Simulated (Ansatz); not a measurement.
Geometry relaxation of GaAs (part 1 of 2)

GaAs (slab, 6 atoms in the cell), computed with DFT PBEsol, scalar-relativistic, plane waves, PAW, no spin polarisation (Ansatz 0.2.0).

The structure derives from an entry of the Crystallography Open Database. The input holds or restrains some coordinates. Forces given for the steps count only the free coordinates. It belongs to a series of runs on one base structure; here: clean slab, lower half held. Figures and captions count atoms from 1; the log counts them from 0 in places.

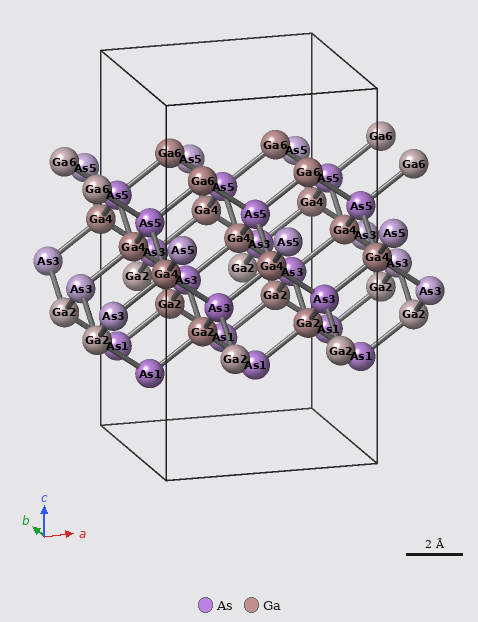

**Figure 1.** The starting structure (ball-and-stick view of the 2 × 2 repeat of the cell, with the vacuum cut short, seen slightly off an axis; neighbours outside the cell are drawn fainter; atoms are numbered from 1 in the order of the input). An atom can appear more than once, as a periodic image. Near neighbours in the periodic cell (some may lie outside the picture): As has 2 Ga at 2.45 Å; Ga has 4 As at 2.45 Å; As has 4 Ga at 2.45 Å; Ga has 2 As at 2.45 Å.

### The input
```yaml
crystal:
  lattice:
    - [4.0010046535, 0.0, 0.0]
    - [0.0, 4.0010046535, 0.0]
    - [0.0, 0.0, 24.0728438052]
  atoms:
    - { symbol: As, position: [0.0, 0.5, 0.3530949675] }
    - { symbol: Ga, position: [0.5, 0.5, 0.4118569805] }
    - { symbol: As, position: [0.5, 0.0, 0.4706189935] }
    - { symbol: Ga, position: [0.0, 0.0, 0.5293810065] }
    - { symbol: As, position: [0.0, 0.5, 0.5881430195] }
    - { symbol: Ga, position: [0.5, 0.5, 0.6469050325] }
basis:
  ecutwfc: 420
kpoints:
  mp_grid: { grid: [7, 7, 1] }
hamiltonian:
  xc: pbesol
scf:
  occupations: { method: gaussian, width: 0.05 }
output:
  forces: true
  eigenvalues: true
  write_density: true
  write_potential: true
  elf: true
  volumetric_format: npy
relax:
  adjacent_minimum: "off"
  f_tol: 0.03
  max_steps: 70
  constraints: [{ sites: [0, 1, 2] }]
efield:
  axis: 3
  dipole_correction: true
  ramp_width: 0.04
```

Launch command:
```bash
ansatz run input.yaml --threads 2 --pin off --max-ram 5120MiB --backend cpu --events-out ev --progress --plain --runs-dir out
```

### The program's output
```
Engine: ansatz 0.2.0, aarch64-unknown-linux-gnu
Pseudopotentials: kind: paw
Pseudopotential: As, paw, valence charge 15, recommended cutoff 420 eV (normal), As.paw.azcp
Pseudopotential: Ga, paw, valence charge 13, recommended cutoff 420 eV (normal), Ga.paw.azcp
Functional definition: PBEsol
  exchange = pbesol_x
  correlation = pbesol_c
Crystal: 6 atoms, lattice volume = 385.359 Å³
Basis set: ecut = 420 eV, 7513 PW (Γ), exchange–correlation on 54×54×324 points (8 copies of the dense FFT grid, shifted against one another)
Bands: 51, of which v1, the nominal top of the filled ones, is band 42 counted from 1 (41 counted from 0)
Symmetry: 4 space group operations
Space group: Pmm2 (ITA 25), of the structure as read, at distance tolerance 7.3e-5 Å
k-points: 16 of 49
Non-local potential: As, projectors of the file, l = 0: 2, l = 1: 2, l = 2: 3, l = 3: 1
Non-local potential: Ga, projectors of the file, l = 0: 2, l = 1: 2, l = 2: 3, l = 3: 1
PAW form: soft (Blöchl's): semilocal exchange-correlation on the pseudo side does not see the compensation charge
PAW frozen core: As, regenerated for the run's functional, and the local potential with it (the file was generated under x = pbe(κ = 0.804, μ = 0.2195149727645171), c = pbe(β = 0.06672455060314922))
PAW frozen core: Ga, regenerated for the run's functional, and the local potential with it (the file was generated under x = pbe(κ = 0.804, μ = 0.2195149727645171), c = pbe(β = 0.06672455060314922))
PAW one-centre angular grid: As, 590 points (default); XC on 64 Gauss nodes
PAW one-centre angular grid: Ga, 590 points (default); XC on 64 Gauss nodes
Initial density: superposition of atomic densities (neutral atoms: chi_scale 0, normalization atom), corrected by the library's trained network
Initial wavefunctions: pseudopotential atomic-orbital guess
Functional: x = pbesol(κ = 0.804, μ = 0.12345679012345678), c = pbesol(β = 0.046)
SCF iter   1: F=—  HF=-25667.215732 eV  |F-HF|=—  |Δ(HF+E_count)|=         —  Δρ=3.28e-3  dr2=8.91e-1  ethr=1.77e-3  p=0.107 e·Å  D=5.02e-2 V/Å  ΔV_dip=-1.21 eV  dr2_dipole=3.85e-1  V_vac-E_F(+/−)=4.62/5.82 eV  ⟨swp⟩=7.1  Hψ=3152  notcnv=0  defer=12
efield: sawtooth ramp at fractional position 0.9800 (placed from the atoms, in the widest stretch of the axis that holds none; the zero of the levels goes with the place), width 0.0400; the density the first Hamiltonian is built on has a dipole p = 0.107 e·Å; the dipole correction subtracts the counter field D = 5.02e-2 V/Å, which shifts the + side's vacuum level by -1.21 eV against the − side's; the planar-averaged density in the ramp window peaks in size at 5.3e-6 e/Å³
preconditioner: auto → LDOS  [metal: Δε(μ)=0.029 eV  Ē_g=13.770 eV  σ=0.050 eV  W_gap=0.30  n_scr=60 (ndim 8)  ℏωp=13.9 eV  f_vac=0.586  D(μ)=5.54/eV (n_scr^D=24)  β→1.0]
SCF iter   2: F=—  HF=-25667.179084 eV  |F-HF|=—  |Δ(HF+E_count)|=   3.66e-2  Δρ=1.36e-3  dr2=2.09e-2  ethr=1.06e-3  p=0.110 e·Å  D=5.15e-2 V/Å  ΔV_dip=-1.24 eV  dr2_dipole=4.51e-3  V_vac-E_F(+/−)=4.55/5.79 eV  ⟨swp⟩=2.0  Hψ=1031  notcnv=0  defer=53
SCF iter   3: F=—  HF=-25667.179035 eV  |F-HF|=—  |Δ(HF+E_count)|=   4.85e-5  Δρ=5.99e-4  dr2=2.50e-3  ethr=2.49e-5  p=0.112 e·Å  D=5.27e-2 V/Å  ΔV_dip=-1.27 eV  dr2_dipole=1.06e-5  V_vac-E_F(+/−)=4.53/5.80 eV  ⟨swp⟩=2.0  Hψ=1454  notcnv=0  defer=53
SCF iter   4: F=—  HF=-25667.178582 eV  |F-HF|=—  |Δ(HF+E_count)|=   4.54e-4  Δρ=2.84e-4  dr2=6.00e-4  ethr=2.98e-6  p=0.113 e·Å  D=5.33e-2 V/Å  ΔV_dip=-1.28 eV  dr2_dipole=1.18e-6  V_vac-E_F(+/−)=4.52/5.80 eV  ⟨swp⟩=2.0  Hψ=1436  notcnv=0  defer=53
SCF iter   5: F=—  HF=-25667.178610 eV  |F-HF|=—  |Δ(HF+E_count)|=   2.87e-5  Δρ=1.92e-4  dr2=7.81e-4  ethr=7.14e-7  p=0.115 e·Å  D=5.41e-2 V/Å  ΔV_dip=-1.30 eV  dr2_dipole=2.85e-4  V_vac-E_F(+/−)=4.50/5.81 eV  ⟨swp⟩=2.0  Hψ=1351  notcnv=0  defer=53
SCF iter   6: F=—  HF=-25667.178536 eV  |F-HF|=—  |Δ(HF+E_count)|=   7.44e-5  Δρ=8.99e-5  dr2=1.26e-4  ethr=7.14e-7  p=0.116 e·Å  D=5.44e-2 V/Å  ΔV_dip=-1.31 eV  dr2_dipole=3.80e-5  V_vac-E_F(+/−)=4.50/5.81 eV  ⟨swp⟩=2.0  Hψ=1034  notcnv=0  defer=53
SCF iter   7: F=—  HF=-25667.178528 eV  |F-HF|=—  |Δ(HF+E_count)|=   7.56e-6  Δρ=4.87e-5  dr2=4.17e-5  ethr=1.50e-7  p=0.116 e·Å  D=5.46e-2 V/Å  ΔV_dip=-1.32 eV  dr2_dipole=1.34e-5  V_vac-E_F(+/−)=4.49/5.81 eV  ⟨swp⟩=2.0  Hψ=1182  notcnv=0  defer=53
SCF iter   8: F=-25667.178517 eV  HF=-25667.178522 eV  |F-HF|=4.78e-6  |Δ(HF+E_count)|=   6.61e-6  Δρ=2.00e-5  dr2=8.10e-6  ethr=2.68e-8  p=0.116 e·Å  D=5.47e-2 V/Å  ΔV_dip=-1.32 eV  dr2_dipole=3.05e-7  V_vac-E_F(+/−)=4.49/5.81 eV  ⟨swp⟩=19.9  Hψ=8173  notcnv=0
SCF 1 converged in 8 iterations: F = -25667.178517 eV  dr2 = 8.10e-6
  greatest PAW one-centre occupation: 0.999 electrons in one spin orbital (limit 2), on the As atom at site 0 (counted from 0), in its partial waves of l = 2
relax step   1: F+E_penalty+E_count = -25667.17851698 eV  Δ(F+E_penalty+E_count) = +0.000e0 eV  max|allowed force component| = 4.125e-1 eV/Å  Δτ_max = 0.0000 Å  (8 SCF iters, dr2 threshold 2.25e-5 eV, accepted)
Initial density: handed on by an earlier stage of this run
Initial wavefunctions: those handed on with the density
iter 1 solved again at ethr=7.41e-5 eV; its pass at ethr=3.10e-3 eV (dr2=6.22e-2 eV) is discarded
SCF iter   1: F=—  HF=-25667.195974 eV  |F-HF|=—  |Δ(HF+E_count)|=         —  Δρ=1.28e-3  dr2=6.69e-2  ethr=7.41e-5  p=0.116 e·Å  D=5.47e-2 V/Å  ΔV_dip=-1.32 eV  dr2_dipole=2.96e-2  V_vac-E_F(+/−)=4.51/5.83 eV  ⟨swp⟩=1.1  Hψ=2175  notcnv=0  defer=51
efield: sawtooth ramp at fractional position 0.9800 (handed on by an earlier solve), width 0.0400; the density the first Hamiltonian is built on has a dipole p = 0.116 e·Å; the dipole correction subtracts the counter field D = 5.47e-2 V/Å, which shifts the + side's vacuum level by -1.32 eV against the − side's; the planar-averaged density in the ramp window peaks in size at 5.9e-6 e/Å³
preconditioner: auto → LDOS  [metal: Δε(μ)=0.042 eV  Ē_g=13.727 eV  σ=0.050 eV  W_gap=0.43  n_scr=60 (ndim 8)  ℏωp=13.9 eV  f_vac=0.585  D(μ)=7.92/eV (n_scr^D=50)  β→1.0]
SCF iter   2: F=—  HF=-25667.194186 eV  |F-HF|=—  |Δ(HF+E_count)|=   1.79e-3  Δρ=4.00e-4  dr2=7.63e-3  ethr=7.41e-5  p=0.115 e·Å  D=5.41e-2 V/Å  ΔV_dip=-1.30 eV  dr2_dipole=3.16e-3  V_vac-E_F(+/−)=4.52/5.82 eV  ⟨swp⟩=1.0  Hψ=765  notcnv=0  defer=51
SCF iter   3: F=—  HF=-25667.194295 eV  |F-HF|=—  |Δ(HF+E_count)|=   1.09e-4  Δρ=3.00e-4  dr2=1.55e-3  ethr=9.08e-6  p=0.114 e·Å  D=5.36e-2 V/Å  ΔV_dip=-1.29 eV  dr2_dipole=4.51e-4  V_vac-E_F(+/−)=4.52/5.81 eV  ⟨swp⟩=2.0  Hψ=1075  notcnv=0  defer=51
SCF iter   4: F=—  HF=-25667.194117 eV  |F-HF|=—  |Δ(HF+E_count)|=   1.78e-4  Δρ=1.40e-4  dr2=2.14e-4  ethr=1.85e-6  p=0.114 e·Å  D=5.36e-2 V/Å  ΔV_dip=-1.29 eV  dr2_dipole=7.76e-7  V_vac-E_F(+/−)=4.52/5.81 eV  ⟨swp⟩=2.0  Hψ=1369  notcnv=0  defer=51
SCF iter   5: F=—  HF=-25667.194070 eV  |F-HF|=—  |Δ(HF+E_count)|=   4.65e-5  Δρ=6.18e-5  dr2=1.08e-4  ethr=2.55e-7  p=0.114 e·Å  D=5.36e-2 V/Å  ΔV_dip=-1.29 eV  dr2_dipole=6.61e-7  V_vac-E_F(+/−)=4.52/5.81 eV  ⟨swp⟩=2.0  Hψ=1135  notcnv=0  defer=51
SCF iter   6: F=—  HF=-25667.194063 eV  |F-HF|=—  |Δ(HF+E_count)|=   7.32e-6  Δρ=3.86e-5  dr2=5.17e-5  ethr=1.28e-7  p=0.114 e·Å  D=5.35e-2 V/Å  ΔV_dip=-1.29 eV  dr2_dipole=7.24e-6  V_vac-E_F(+/−)=4.52/5.81 eV  ⟨swp⟩=1.4  Hψ=771  notcnv=0  defer=51
SCF iter   7: F=—  HF=-25667.194059 eV  |F-HF|=—  |Δ(HF+E_count)|=   4.08e-6  Δρ=1.97e-5  dr2=1.33e-5  ethr=6.15e-8  p=0.114 e·Å  D=5.36e-2 V/Å  ΔV_dip=-1.29 eV  dr2_dipole=8.16e-7  V_vac-E_F(+/−)=4.52/5.81 eV  ⟨swp⟩=1.4  Hψ=779  notcnv=0  defer=51
SCF iter   8: F=-25667.194055 eV  HF=-25667.194057 eV  |F-HF|=1.93e-6  |Δ(HF+E_count)|=   1.61e-6  Δρ=7.00e-6  dr2=1.60e-6  ethr=1.27e-8  p=0.114 e·Å  D=5.36e-2 V/Å  ΔV_dip=-1.29 eV  dr2_dipole=6.76e-7  V_vac-E_F(+/−)=4.52/5.81 eV  ⟨swp⟩=19.4  Hψ=7904  notcnv=0
SCF 2 converged in 8 iterations: F = -25667.194055 eV  dr2 = 1.60e-6
relax step   2: F+E_penalty+E_count = -25667.19405520 eV  Δ(F+E_penalty+E_count) = -1.554e-2 eV  max|allowed force component| = 3.252e-2 eV/Å  Δτ_max = 0.0618 Å  (8 SCF iters, dr2 threshold 1.06e-5 eV, accepted)
SCF iter   1: F=—  HF=-25667.194039 eV  |F-HF|=—  |Δ(HF+E_count)|=         —  Δρ=1.09e-4  dr2=4.35e-4  ethr=2.87e-6  p=0.114 e·Å  D=5.36e-2 V/Å  ΔV_dip=-1.29 eV  dr2_dipole=1.80e-4  V_vac-E_F(+/−)=4.52/5.81 eV  ⟨swp⟩=2.0  Hψ=1298  notcnv=0  defer=53
efield: sawtooth ramp at fractional position 0.9800 (handed on by an earlier solve), width 0.0400; the density the first Hamiltonian is built on has a dipole p = 0.114 e·Å; the dipole correction subtracts the counter field D = 5.36e-2 V/Å, which shifts the + side's vacuum level by -1.29 eV against the − side's; the planar-averaged density in the ramp window peaks in size at 6.1e-6 e/Å³
preconditioner: auto → LDOS  [metal: Δε(μ)=0.036 eV  Ē_g=13.724 eV  σ=0.050 eV  W_gap=0.39  n_scr=60 (ndim 8)  ℏωp=13.9 eV  f_vac=0.585  D(μ)=8.09/eV (n_scr^D=50)  β→1.0]
SCF iter   2: F=—  HF=-25667.194025 eV  |F-HF|=—  |Δ(HF+E_count)|=   1.44e-5  Δρ=4.04e-5  dr2=9.01e-5  ethr=5.18e-7  p=0.114 e·Å  D=5.36e-2 V/Å  ΔV_dip=-1.29 eV  dr2_dipole=3.59e-5  V_vac-E_F(+/−)=4.52/5.81 eV  ⟨swp⟩=1.0  Hψ=944  notcnv=0  defer=53
SCF iter   3: F=—  HF=-25667.194131 eV  |F-HF|=—  |Δ(HF+E_count)|=   1.07e-4  Δρ=3.41e-5  dr2=1.27e-5  ethr=1.07e-7  p=0.114 e·Å  D=5.36e-2 V/Å  ΔV_dip=-1.29 eV  dr2_dipole=6.98e-7  V_vac-E_F(+/−)=4.52/5.81 eV  ⟨swp⟩=2.1  Hψ=912  notcnv=0  defer=53
SCF iter   4: F=—  HF=-25667.194130 eV  |F-HF|=—  |Δ(HF+E_count)|=   1.46e-6  Δρ=1.31e-5  dr2=2.60e-6  ethr=1.52e-8  p=0.114 e·Å  D=5.36e-2 V/Å  ΔV_dip=-1.29 eV  dr2_dipole=4.27e-9  V_vac-E_F(+/−)=4.52/5.81 eV  ⟨swp⟩=2.0  Hψ=1185  notcnv=0  defer=53
SCF iter   5: F=—  HF=-25667.194129 eV  |F-HF|=—  |Δ(HF+E_count)|=   3.08e-7  Δρ=7.96e-6  dr2=1.30e-6  ethr=3.10e-9  p=0.114 e·Å  D=5.36e-2 V/Å  ΔV_dip=-1.29 eV  dr2_dipole=8.73e-9  V_vac-E_F(+/−)=4.52/5.81 eV  ⟨swp⟩=2.0  Hψ=931  notcnv=0  defer=53
SCF iter   6: F=—  HF=-25667.194129 eV  |F-HF|=—  |Δ(HF+E_count)|=   1.18e-7  Δρ=4.64e-6  dr2=7.52e-7  ethr=1.54e-9  p=0.114 e·Å  D=5.36e-2 V/Å  ΔV_dip=-1.29 eV  dr2_dipole=8.19e-8  V_vac-E_F(+/−)=4.52/5.81 eV  ⟨swp⟩=2.0  Hψ=1007  notcnv=0  defer=53
SCF iter   7: F=-25667.194129 eV  HF=-25667.194129 eV  |F-HF|=4.57e-8  |Δ(HF+E_count)|=   4.88e-8  Δρ=1.61e-6  dr2=5.93e-8  ethr=1.19e-10  p=0.114 e·Å  D=5.36e-2 V/Å  ΔV_dip=-1.29 eV  dr2_dipole=1.01e-8  V_vac-E_F(+/−)=4.52/5.81 eV  ⟨swp⟩=13.1  Hψ=5840  notcnv=0
SCF 3 converged in 7 iterations: F = -25667.194129 eV  dr2 = 5.93e-8
relax step   3: F+E_penalty+E_count = -25667.19412904 eV  Δ(F+E_penalty+E_count) = -7.384e-5 eV  max|allowed force component| = 9.989e-3 eV/Å  Δτ_max = 0.0039 Å  (7 SCF iters, accepted)
```

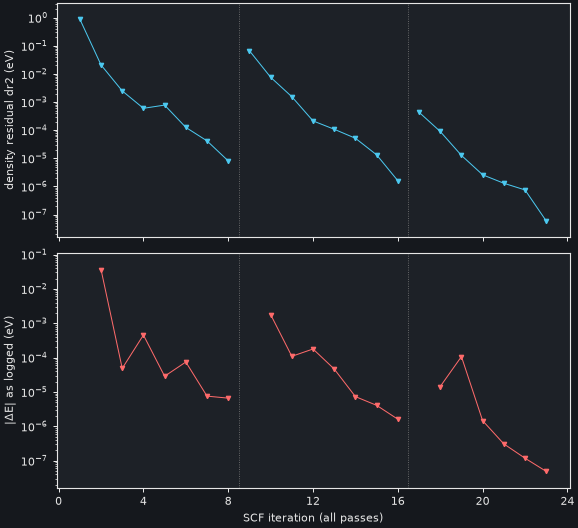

**Figure 2.** Convergence of the self-consistent field: density residual dr2 and size of the energy change against the SCF iteration. The dotted lines part the SCF passes of the relaxation: geometry steps, rejected trials and re-solves on a re-selected basis. The passes take 8, 8 and 7 iterations.

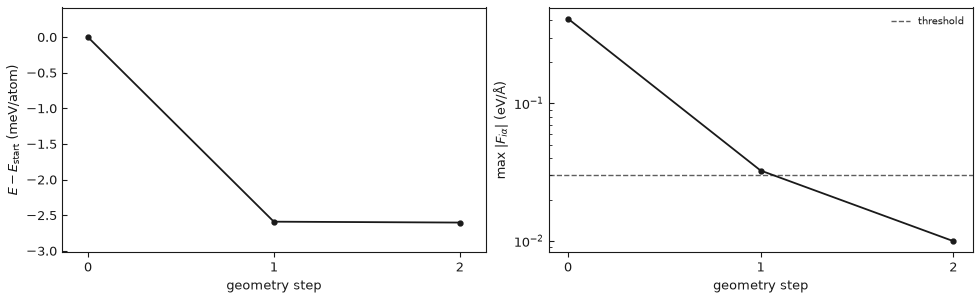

**Figure 3.** Progress of the restrained relaxation, step by step (the first geometry is step 0 here and step 1 in the log).

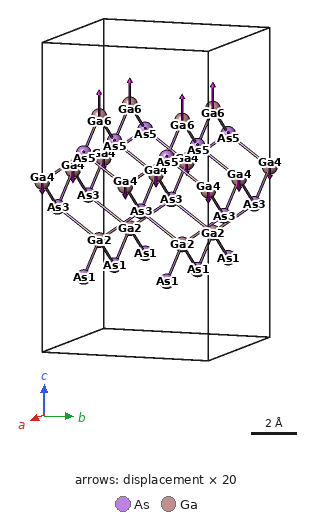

**Figure 4.** The starting structure with the displacements as pink arrows, magnified 20 times (ball-and-stick view of the 2 × 2 repeat of the cell, with the vacuum cut short, seen slightly off an axis). After 2 geometry steps the energy has fallen by 2.6 meV per atom. Largest force component: 0.41 eV/Å at the start, 0.01 eV/Å at the end. The atom that moves furthest is Ga6 (0.062 Å). Largest moves by element: Ga 0.062 Å, As 0.007 Å. The cell stays as it was. Among the contacts that change: As5–Ga6 2.450 → 2.482 Å, Ga4–As5 2.450 → 2.472 Å, As3–Ga4 2.450 → 2.432 Å. Among the angles that change: Ga6–As5–Ga6 109.5° → 107.4°, As5–Ga6–As5 109.5° → 107.4°. (Atoms are counted from 1 in the order of the input.)
